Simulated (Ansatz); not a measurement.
# Geometry relaxation of ZnO

- system: ZnO (P6₃mc, 12 atoms in the cell)
- method: DFT PBE, scalar-relativistic, plane waves, PAW, no spin polarisation (Ansatz 0.2.0)

The structure derives from a Materials Project entry. It belongs to a series of runs on one base structure; here: 0 of 6 O sites taken by Se, cell and atoms relaxed. Figures and captions count atoms from 1; the log counts them from 0 in places.

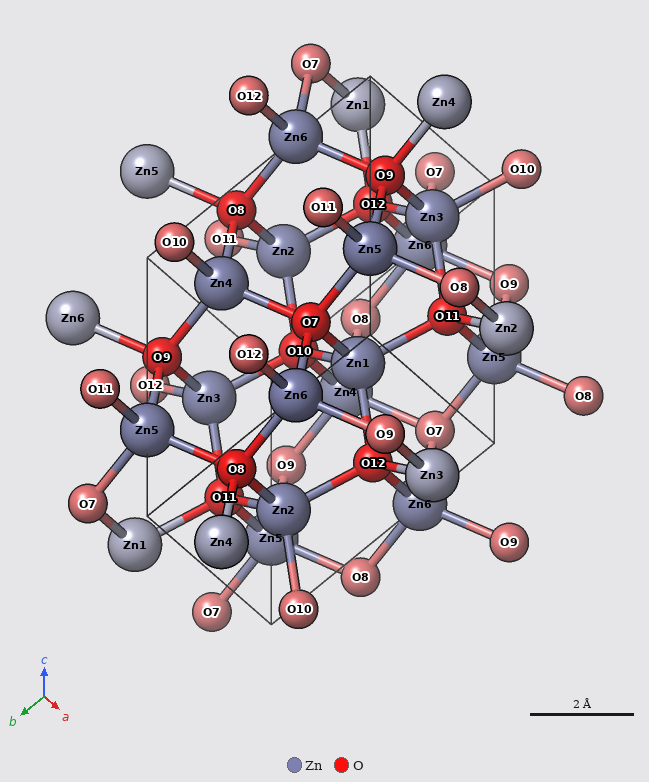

The starting structure (ball-and-stick view of the cell of the calculation, seen at an oblique angle; neighbours outside the cell are drawn fainter; atoms are numbered from 1 in the order of the input). An atom can appear more than once, as a periodic image. Near neighbours in the periodic cell (some may lie outside the picture): Zn has 4 O at 2.00 to 2.01 Å; O has 4 Zn at 2.00 to 2.01 Å.

## Input file
```yaml
crystal:
  lattice:
    - [0.0, 0.0, -5.2932331827]
    - [-4.9190861857, -2.8400357334, 0.0]
    - [1.0e-10, 5.6800714669, 0.0]
  atoms:
    - { symbol: Zn, position: [0.4993955878, 0.3333333333, 0.3333333333] }
    - { symbol: Zn, position: [0.4993955878, 0.6666666667, 0.0] }
    - { symbol: Zn, position: [0.4993955878, 1.0, 0.6666666667] }
    - { symbol: Zn, position: [0.9993955878, 0.6666666667, 0.6666666667] }
    - { symbol: Zn, position: [0.9993955878, 0.0, 0.3333333333] }
    - { symbol: Zn, position: [0.9993955878, 0.3333333333, 0.0] }
    - { symbol: O, position: [0.1202944122, 0.3333333333, 0.3333333333] }
    - { symbol: O, position: [0.1202944122, 0.6666666667, 0.0] }
    - { symbol: O, position: [0.1202944122, 1.0, 0.6666666667] }
    - { symbol: O, position: [0.6202944122, 0.6666666667, 0.6666666667] }
    - { symbol: O, position: [0.6202944122, 0.0, 0.3333333333] }
    - { symbol: O, position: [0.6202944122, 0.3333333333, 0.0] }
basis:
  ecutwfc: 420
kpoints:
  mp_grid: { grid: [6, 6, 6] }
hamiltonian:
  xc: pbe
scf:
  occupations: { method: gaussian, width: 0.02 }
output:
  forces: true
  stress: true
  eigenvalues: true
relax:
  adjacent_minimum: "off"
  f_tol: 0.015
  max_steps: 60
  cell: { stress_tol: 0.15 }
```

Hardware: 2 threads of AMD EPYC (Zen 3), 32 GiB of memory available, shared host.

Launched with:
```bash
ansatz run input.yaml --threads 2 --pin off --max-ram 5120MiB --backend cpu --events-out ev --progress --plain --runs-dir out
```

## Log
```
Engine: ansatz 0.2.0, x86_64-unknown-linux-gnu
Pseudopotentials: kind: paw
Pseudopotential: Zn, paw, valence charge 12, recommended cutoff 420 eV (normal), Zn.paw.azcp
Pseudopotential: O, paw, valence charge 6, recommended cutoff 420 eV (normal), O.paw.azcp
Functional definition: PBE
  parameter kappa = 0.804
  parameter beta = 0.06672455060314922
  exchange = pbe_x(kappa = kappa, mu = beta*pi^2/3)
  correlation = pbe_c(beta = beta)
Crystal: 12 atoms, lattice volume = 147.897 Å³
Basis set: ecut = 420 eV, 2885 PW (Γ), exchange–correlation on 72×80×80 points (8 copies of the dense FFT grid, shifted against one another)
Bands: 66, of which v1, the nominal top of the filled ones, is band 54 counted from 1 (53 counted from 0)
Symmetry: 36 space group operations
Space group: P63mc (ITA 186), of the structure as read, at distance tolerance 5.3e-5 Å
k-points: 28 of 216 (time reversal used)
Non-local potential: Zn, projectors of the file, l = 0: 2, l = 1: 2, l = 2: 3, l = 3: 1
Non-local potential: O, projectors of the file, l = 0: 2, l = 1: 2, l = 2: 1
PAW form: soft (Blöchl's): semilocal exchange-correlation on the pseudo side does not see the compensation charge
PAW one-centre angular grid: Zn, 590 points (default); XC on 64 Gauss nodes
PAW one-centre angular grid: O, 110 points (default); XC on 64 Gauss nodes
Initial density: superposition of atomic densities (neutral atoms: chi_scale 0, normalization atom), corrected by the library's trained network
Initial wavefunctions: pseudopotential atomic-orbital guess
Functional: x = pbe(κ = 0.804, μ = 0.2195149727645171), c = pbe(β = 0.06672455060314922)
SCF iter   1: F=—  HF=-23321.073901 eV  |F-HF|=—  |Δ(HF+E_count)|=         —  Δρ=6.07e-4  dr2=1.72e-4  ethr=1.77e-3  ⟨swp⟩=6.1  Hψ=6548  notcnv=0  defer=9
preconditioner: auto → Resta (q_TF=auto, 2.589 Å⁻¹)  ε∞=7.5  [insulator: Δε(μ)=0.743 eV  Ē_g=12.422 eV  σ=0.020 eV  W_gap=1.00  n_scr=46 (ndim 8)  ℏωp=31.7 eV  f_vac=0.041  D(μ)=0.00/eV (n_scr^D=0)  ε∞_Penn≈7.5]
SCF iter   2: F=—  HF=-23321.078603 eV  |F-HF|=—  |Δ(HF+E_count)|=   4.70e-3  Δρ=4.55e-4  dr2=1.17e-4  ethr=1.59e-7  ⟨swp⟩=3.0  Hψ=4799  notcnv=0  defer=114
SCF iter   3: F=—  HF=-23321.078763 eV  |F-HF|=—  |Δ(HF+E_count)|=   1.60e-4  Δρ=2.66e-4  dr2=4.33e-5  ethr=1.08e-7  ⟨swp⟩=2.0  Hψ=3018  notcnv=0  defer=114
SCF iter   4: F=—  HF=-23321.078999 eV  |F-HF|=—  |Δ(HF+E_count)|=   2.36e-4  Δρ=1.05e-4  dr2=1.09e-5  ethr=4.01e-8  ⟨swp⟩=2.0  Hψ=3191  notcnv=0  defer=114
SCF iter   5: F=—  HF=-23321.078998 eV  |F-HF|=—  |Δ(HF+E_count)|=   1.57e-6  Δρ=3.47e-5  dr2=1.39e-6  ethr=1.01e-8  ⟨swp⟩=2.0  Hψ=3182  notcnv=0  defer=114
SCF iter   6: F=—  HF=-23321.078998 eV  |F-HF|=—  |Δ(HF+E_count)|=   4.23e-7  Δρ=1.10e-5  dr2=1.22e-7  ethr=1.28e-9  ⟨swp⟩=2.0  Hψ=3146  notcnv=0  defer=114
SCF iter   7: F=-23321.078998 eV  HF=-23321.078998 eV  |F-HF|=3.84e-9  |Δ(HF+E_count)|=   3.50e-7  Δρ=4.48e-6  dr2=2.29e-8  ethr=9.26e-11  ⟨swp⟩=8.6  Hψ=7561  notcnv=0
SCF 1 converged in 7 iterations: F = -23321.078998 eV  dr2 = 2.29e-8
  greatest PAW one-centre occupation: 0.987 electrons in one spin orbital (limit 2), on the Zn atom at site 5 (counted from 0), in its partial waves of l = 2
relax step   1: F+E_penalty+E_count = -23321.07899838 eV  Δ(F+E_penalty+E_count) = +0.000e0 eV  max|allowed force component| = 2.981e-4 eV/Å  Δτ_max = 0.0000 Å  P = +0.019 GPa  Ω = 147.897 Å³  (7 SCF iters, dr2 threshold 1.00e-7 eV, accepted)
Initial density: handed on by an earlier stage of this run
Initial wavefunctions: pseudopotential atomic-orbital guess (no wavefunctions were taken with the density)
iter 1 solved again at ethr=9.41e-8 eV; its pass at ethr=3.10e-3 eV (dr2=1.02e-4 eV) is discarded
SCF iter   1: F=—  HF=-23321.078935 eV  |F-HF|=—  |Δ(HF+E_count)|=         —  Δρ=7.32e-6  dr2=2.39e-8  ethr=9.41e-8  ⟨swp⟩=3.1  Hψ=11960  notcnv=0
eigensolver tolerance schedule: the retry pair's looser diagonalisation over-reported the residual by 4251.79 of it (diagonalisation noise at 0.15 of the residual, at the tolerance the schedule requests for it); recorded, not acted on — ethr = c·dr2/N_el stays at c = 1.0e-1
preconditioner: auto → Resta (q_TF=auto, 2.589 Å⁻¹)  ε∞=7.5  [insulator: Δε(μ)=0.744 eV  Ē_g=12.419 eV  σ=0.020 eV  W_gap=1.00  n_scr=46 (ndim 8)  ℏωp=31.7 eV  f_vac=0.041  D(μ)=0.00/eV (n_scr^D=0)  ε∞_Penn≈7.5]
SCF iter   2: F=—  HF=-23321.078998 eV  |F-HF|=—  |Δ(HF+E_count)|=   6.32e-5  Δρ=4.58e-6  dr2=1.58e-8  ethr=2.21e-11  ⟨swp⟩=3.1  Hψ=4755  notcnv=0
SCF iter   3: F=—  HF=-23321.078998 eV  |F-HF|=—  |Δ(HF+E_count)|=   5.53e-9  Δρ=2.86e-6  dr2=5.05e-9  ethr=1.46e-11  ⟨swp⟩=2.5  Hψ=3268  notcnv=0
SCF iter   4: F=—  HF=-23321.078998 eV  |F-HF|=—  |Δ(HF+E_count)|=   7.44e-9  Δρ=1.22e-6  dr2=1.62e-9  ethr=4.68e-12  ⟨swp⟩=2.0  Hψ=3030  notcnv=0
SCF iter   5: F=-23321.078998 eV  HF=-23321.078998 eV  |F-HF|=5.09e-11  |Δ(HF+E_count)|=   1.07e-9  Δρ=5.19e-7  dr2=2.34e-10  ethr=1.00e-12  ⟨swp⟩=4.2  Hψ=6510  notcnv=0
SCF 2 converged in 5 iterations: F = -23321.078998 eV  dr2 = 2.34e-10
relax step   2: F+E_penalty+E_count = -23321.07899839 eV  Δ(F+E_penalty+E_count) = -1.468e-8 eV  max|allowed force component| = 3.017e-4 eV/Å  Δτ_max = 0.0000 Å  P = +0.019 GPa  Ω = 147.897 Å³  stress off target by 2.12e-2 GPa  SCF on the basis re-selected at this cell (its energy is not comparable with the rows above)  (5 SCF iters)
```

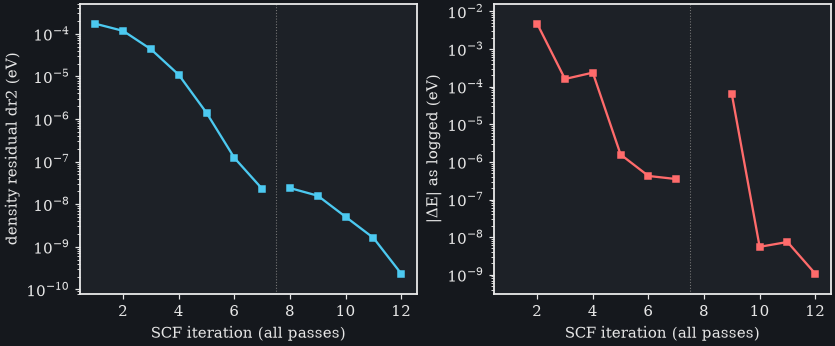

Convergence of the self-consistent field: density residual dr2 and size of the energy change against the SCF iteration. The dotted lines part the SCF passes of the relaxation: geometry steps, rejected trials and re-solves on a re-selected basis. The passes take 7 and 5 iterations.

```
basis re-selected at this cell: Δ(F+E_penalty+E_count) = -1.468e-8 eV, ΔP = +0.000 GPa vs the last step (what re-selecting the basis moved, of the pressure what is left beyond the Pulay correction that the steps carried, after the strain that the cell walked since its last selection, with what the two solves' SCF thresholds leave and, on support functions, any second-order correction that the steps lacked; it is no measure of the basis error at this ecutwfc). This SCF's stress stands 2.12e-2 GPa from its target on what of the cell is left free (relax.cell.stress_tol is 1.50e-1 GPa) and its largest allowed force component is 3.02e-4 eV/Å (relax.f_tol is 1.50e-2 eV/Å): within both
SCF converged after 5 iterations
Free energy (F): -23321.078998 eV
Harris-Foulkes:  -23321.078998 eV  (|F-HF|=5.09e-11)
Internal energy: -23321.078998 eV  (E = F + TS)
E sigma→0 (E₀):  -23321.078998 eV
Fermi energy:    7.081775 eV
--- Per-component energies (eV) ---
  E_band       = 152.800974
  E_kinetic    = 1830.134575
  E_local      = -12167.759374  (includes V_loc(G=0)·N_el)
  E_nonlocal   = 4005.759528
  E_hartree    = 4995.704555
  E_xc         = -1257.908920
  E_vxc        = -866.897505  (∫ρ·V_xc dr)
  E_paw        = -11942.046977  (= ΣΔE_a)
  E_vpaw       = -2639.856638  (= ΣTr[D̂ρ^β])
  E_aug_tail   = 0.012480  (compensation charges beyond the density's cutoff)
  E_ewald      = -8784.974866
  E_smearing   = -0.000000  (= −TS)
  E_closure    = 0.000000  (closes the sum)
  Σ components = -23321.078998   (vs F -23321.078998, Δ=0.00e0)
--- Forces (eV/Å), atoms counted from 1 ---
  atom   1  Zn    -0.00000000    -0.00000000     0.00030108
  atom   2  Zn     0.00000000    -0.00000000     0.00030108
  atom   3  Zn     0.00000000    -0.00000000     0.00030108
  atom   4  Zn     0.00000000     0.00000000     0.00030108
  atom   5  Zn     0.00000000     0.00000000     0.00030108
  atom   6  Zn     0.00000000     0.00000000     0.00030108
  atom   7  O      0.00000000    -0.00000000    -0.00030223
  atom   8  O      0.00000000    -0.00000000    -0.00030223
  atom   9  O      0.00000000    -0.00000000    -0.00030223
  atom  10  O     -0.00000000     0.00000000    -0.00030223
  atom  11  O     -0.00000000     0.00000000    -0.00030223
  atom  12  O     -0.00000000     0.00000000    -0.00030223
  max |Σ_I F_I| component: 6.88e-6 eV/Å
--- Stress (GPa, compression-positive) ---
        0.017810       0.000000      -0.000000
        0.000000       0.017810       0.000000
       -0.000000      -0.000000       0.021234
  P = ⅓ Tr σ = 0.0190 GPa (0.190 kbar)
--- Band table (eV; the first three rows and the last of 28) ---
  k-point 0: bands = ["-11.0934", "-10.4242", "-10.3021", "-10.3021", "-10.3021", "-10.3021", "1.1348", "1.1348", "1.1640", "1.1640", "1.2035", "1.3426", "1.3457", "1.3457", "1.5187", "1.5187", "1.5187", "1.5187", "1.8829", "1.8829", "2.1031", "2.1031", "2.1031", "2.1031", "2.1788", "2.1788", "2.2384", "2.2384", "2.2962", "2.2962", "2.3585", "2.3585", "2.3585", "2.3585", "2.4304", "2.4304", "2.6973", "3.0890", "3.0890", "3.2378", "3.2378", "3.2378", "3.2378", "4.8724", "4.8724", "4.8724", "4.8724", "5.0624", "5.0624", "5.9593", "5.9593", "6.6302", "6.7095", "6.7095", "7.4537", "11.8240", "14.2104", "14.2104", "14.2104", "14.2104", "14.3832", "14.3832", "14.7862", "14.7946", "14.7946", "17.3046"]
  k-point 1: bands = ["-11.0458", "-10.4029", "-10.3955", "-10.3722", "-10.2608", "-10.2531", "1.1152", "1.1170", "1.1369", "1.1872", "1.2348", "1.3374", "1.3850", "1.3859", "1.4121", "1.4158", "1.5863", "1.6209", "1.6292", "1.6628", "1.9270", "1.9501", "1.9984", "2.1232", "2.1443", "2.2196", "2.2252", "2.2273", "2.2352", "2.2937", "2.4344", "2.4740", "2.4781", "2.4899", "2.5050", "2.5815", "2.6864", "2.9783", "3.0951", "3.3601", "3.3696", "3.4088", "3.6254", "4.3702", "4.5228", "5.1049", "5.2729", "5.3095", "5.3703", "5.6469", "5.8108", "6.1406", "6.5730", "6.6422", "8.1567", "12.1988", "13.1132", "13.4073", "14.3075", "14.3366", "14.3582", "14.7901", "14.8808", "14.9566", "15.0093", "17.1928"]
  k-point 2: bands = ["-10.9147", "-10.5461", "-10.4317", "-10.3484", "-10.2502", "-10.2476", "1.0303", "1.0339", "1.1390", "1.1557", "1.2127", "1.2974", "1.3279", "1.3470", "1.3889", "1.4552", "1.5045", "1.5504", "1.6156", "1.7380", "1.8172", "1.8433", "1.9433", "1.9593", "2.1245", "2.1765", "2.2337", "2.2627", "2.2755", "2.3553", "2.4424", "2.4752", "2.4971", "2.5367", "2.6088", "2.6598", "2.7140", "2.9346", "3.0418", "3.3221", "3.8539", "3.9061", "3.9979", "4.3303", "4.4282", "4.9564", "5.1799", "5.3734", "5.6439", "5.6663", "5.7328", "5.7451", "6.3987", "6.4282", "9.2358", "11.7743", "12.6675", "13.0744", "13.8398", "14.2730", "14.2877", "14.8076", "15.0255", "15.1962", "15.3435", "17.1376"]
  k-point 27: bands = ["-10.4542", "-10.4542", "-10.4542", "-10.4542", "-10.4542", "-10.4542", "0.8389", "0.8389", "0.8389", "0.8389", "0.8389", "0.8389", "1.5257", "1.5257", "1.5257", "1.5257", "1.5257", "1.5257", "1.5328", "1.5328", "1.5328", "1.5328", "1.5328", "1.5328", "2.3773", "2.3773", "2.3773", "2.3773", "2.3773", "2.3773", "2.3933", "2.3933", "2.3933", "2.3933", "2.3933", "2.3933", "3.6973", "3.6973", "3.6973", "3.6973", "3.6973", "3.6973", "5.3710", "5.3710", "5.3710", "5.3710", "5.3710", "5.3710", "5.5613", "5.5613", "5.5613", "5.5613", "5.5613", "5.5613", "11.9030", "11.9030", "11.9030", "11.9030", "11.9030", "11.9030", "15.4830", "15.4830", "15.4830", "15.4830", "15.4830", "15.4830"]
--- Relaxed structure (1 steps of the walk, 1 accepted, 1 SCFs on fresh bases) ---
  F+E_penalty+E_count = -23321.07899839 eV   max|allowed force component| = 3.017e-4 eV/Å   (the final SCF, on the basis selected at the relaxed cell)
  cell:  # Å, volume = 147.8970 Å³
    - [0.0, 0.0, -5.2932331827]
    - [-4.919086185687704, -2.8400357333826975, 0.0]
    - [7.886753792912724e-11, 5.680071466901997, 0.0]
  atoms:
    - { symbol: Zn, position: [0.49939558780000004, 0.3333333333333333, 0.33333333333333337] }
    - { symbol: Zn, position: [0.49939558780000004, 0.6666666666666667, -5.551115123125783e-17] }
    - { symbol: Zn, position: [0.49939558780000004, 1.0, 0.6666666666666666] }
    - { symbol: Zn, position: [0.9993955878, 0.6666666666666666, 0.6666666666666667] }
    - { symbol: Zn, position: [0.9993955878, 0.0, 0.33333333333333337] }
    - { symbol: Zn, position: [0.9993955878, 0.33333333333333337, -2.7755575615628914e-17] }
    - { symbol: O, position: [0.12029441219999999, 0.3333333333333333, 0.33333333333333337] }
    - { symbol: O, position: [0.12029441219999999, 0.6666666666666667, -5.551115123125783e-17] }
    - { symbol: O, position: [0.12029441219999999, 1.0, 0.6666666666666666] }
    - { symbol: O, position: [0.6202944122, 0.6666666666666666, 0.6666666666666667] }
    - { symbol: O, position: [0.6202944122, 0.0, 0.33333333333333337] }
    - { symbol: O, position: [0.6202944122, 0.33333333333333337, -2.7755575615628914e-17] }
```

## Trajectory as extended XYZ (Å, eV, eV/Å), 2 frames, from step=1 to step=2
```
12
Lattice="0.0000 0.0000 -5.2932 -4.9191 -2.8400 0.0000 0.0000 5.6801 0.0000" Properties=species:S:1:pos:R:3:forces:R:3 step=1 energy=-23321.07900 pressure_GPa=0.02
Zn   -1.6397    0.9467   -2.6434    0.0000   0.0000   0.0003
Zn   -3.2794   -1.8934   -2.6434    0.0000   0.0000   0.0003
Zn   -4.9191    0.9467   -2.6434    0.0000   0.0000   0.0003
Zn   -3.2794    1.8934   -5.2900    0.0000   0.0000   0.0003
Zn    0.0000    1.8934   -5.2900    0.0000   0.0000   0.0003
Zn   -1.6397   -0.9467   -5.2900    0.0000   0.0000   0.0003
O    -1.6397    0.9467   -0.6367    0.0000   0.0000  -0.0003
O    -3.2794   -1.8934   -0.6367    0.0000   0.0000  -0.0003
O    -4.9191    0.9467   -0.6367    0.0000   0.0000  -0.0003
O    -3.2794    1.8934   -3.2834    0.0000   0.0000  -0.0003
O     0.0000    1.8934   -3.2834    0.0000   0.0000  -0.0003
O    -1.6397   -0.9467   -3.2834    0.0000   0.0000  -0.0003
12
Lattice="0.0000 0.0000 -5.2932 -4.9191 -2.8400 0.0000 0.0000 5.6801 0.0000" Properties=species:S:1:pos:R:3:forces:R:3 step=2 energy=-23321.07900 pressure_GPa=0.02
Zn   -1.6397    0.9467   -2.6434    0.0000   0.0000   0.0003
Zn   -3.2794   -1.8934   -2.6434    0.0000   0.0000   0.0003
Zn   -4.9191    0.9467   -2.6434    0.0000   0.0000   0.0003
Zn   -3.2794    1.8934   -5.2900    0.0000   0.0000   0.0003
Zn    0.0000    1.8934   -5.2900    0.0000   0.0000   0.0003
Zn   -1.6397   -0.9467   -5.2900    0.0000   0.0000   0.0003
O    -1.6397    0.9467   -0.6367    0.0000   0.0000  -0.0003
O    -3.2794   -1.8934   -0.6367    0.0000   0.0000  -0.0003
O    -4.9191    0.9467   -0.6367    0.0000   0.0000  -0.0003
O    -3.2794    1.8934   -3.2834    0.0000   0.0000  -0.0003
O     0.0000    1.8934   -3.2834    0.0000   0.0000  -0.0003
O    -1.6397   -0.9467   -3.2834    0.0000   0.0000  -0.0003
```

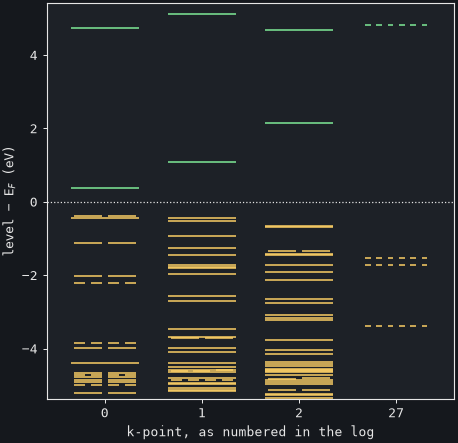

Kohn–Sham levels near the Fermi level (dotted) at the few k-points that the log prints; levels within 0.02 eV of each other stand side by side. Among these points the highest filled and lowest empty levels are 0.74 eV apart, which is the gap on the mesh.

## Summary

| quantity | value |
| --- | --- |
| outcome | converged |
| space group (tolerance 0.01 Å) | P6₃mc (186) |
| electrons treated | 108 |
| free energy | −23321.0790 eV |
| Fermi energy | 7.082 eV |
| gap on the k-point mesh | 0.74 eV |
| pressure | 0.02 GPa |
| final volume | 147.90 Å³ |
| largest force (length of the vector) at the end | under 0.001 eV/Å |
| final cell | a = 5.293 Å, b = 5.680 Å, c = 5.680 Å, α = 120.00°, β = 90.00°, γ = 90.00° |
| wall time | 27 s (CPU time 52 s) |
| peak memory | 0.57 GiB |
